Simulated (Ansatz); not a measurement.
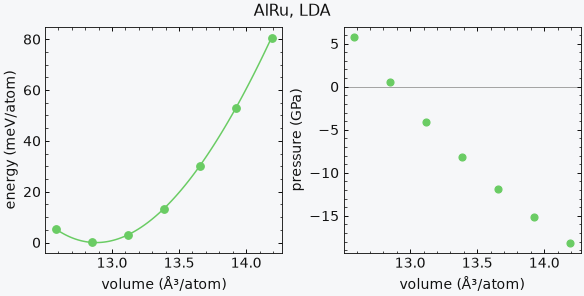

How it was computed, with Ansatz 0.2.0: all-electron LAPW DFT, no spin polarisation; energies at scaled volumes of the given cell, shape and fractions fixed, counted from the fit's minimum, third-order Birch-Murnaghan fit. Level: LDA.

```
         setting                                   value
          k mesh                                   9×9×9
     occupations                             Fermi–Dirac
  smearing width                                 0.05 eV
      potentials  all electron LAPW, scalar relativistic
program settings               basis error eV/atom 0.001
```

Cell as given: a = 2.992 Å, b = 2.992 Å, c = 2.992 Å, α = 90.00°, β = 90.00°, γ = 90.00°; 2 atoms.

Caption: Energy and pressure against volume for AlRu, space group Pm-3m (No. 221).

A third-order Birch–Murnaghan fit gives V0 = 12.88 Å³/atom, B0 = 232 GPa and B′ = 4.4. The energy is 5.22 meV/atom at volume 12.58 Å³/atom and 80.68 meV/atom at 14.19 Å³/atom; the lowest computed point is at volume 12.85 Å³/atom (0.06 meV/atom), and no other minimum shows. The pressure falls from 5.72 GPa at volume 12.58 Å³/atom to −18.11 GPa at 14.19 Å³/atom, and changes sign near 12.88 Å³/atom.
